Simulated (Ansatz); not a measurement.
# B₃P₂: what the fields show

```yaml
crystal:
  lattice:
    - [3.18531, 0.00000, 0.00000]
    - [0.00000, 3.18531, 0.00000]
    - [0.00000, 0.00000, 6.11965]
  atoms:
    - { symbol: B, position: [0.50000, 0.50000, 0.63444] }
    - { symbol: B, position: [0.50000, 0.50000, 0.36556] }
    - { symbol: B, position: [0.00000, 0.00000, 0.00000] }
    - { symbol: P, position: [0.50000, 0.00000, 0.80849] }
    - { symbol: P, position: [0.00000, 0.50000, 0.19151] }
```

Space group P-4m2; a generated structure, not necessarily the stable one; computed without spin polarisation.

Computed with DFT PBE, scalar-relativistic, plane waves, PAW (Ansatz).

Core electrons are frozen (PAW), and the valence fields are smoothed inside the atomic spheres.

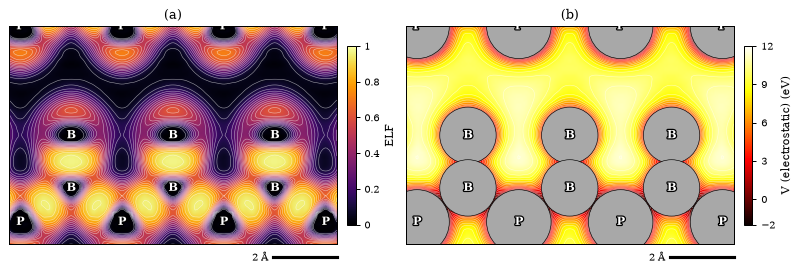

Figure 1. (a) electron localisation function; (b) electrostatic potential energy of an electron on the (010) plane of the conventional cell. Grey discs cover the atomic cores in the potential map.

> Read the bonding off the picture.

The plane passes through B and P nuclei.
B–B (1.65 Å): the ELF peaks at about 0.95 between the atoms.
B–P (1.92 Å): the ELF peaks at about 0.95 between the atoms.
Outside the cores the potential energy rises away from the atoms and is highest about 1.7 Å from the nearest atoms; its zero is arbitrary.

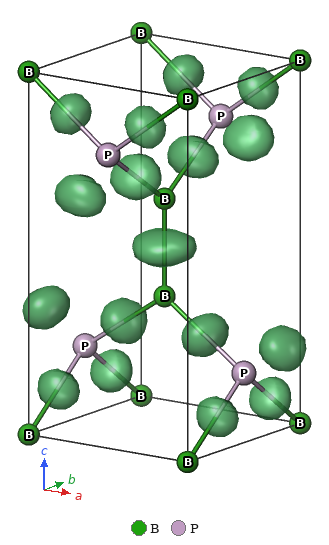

Figure 2. Isosurface of the electron localisation function at 0.9 (green), seen at an oblique angle. Only the valence region is drawn (cores and ρ < 0.01 e/Å³ removed). Sticks mark near contacts.

> Describe the localisation domains.

The ELF exceeds this value in one region between bonded B–B atoms and eight regions between bonded B–P atoms, counted in one cell of 5 atoms. Any copies at cell faces, edges or corners count once.

> Does the calculation make it a metal, or give it a gap?

It is metallic or semimetallic at this level of theory: no gap opens.
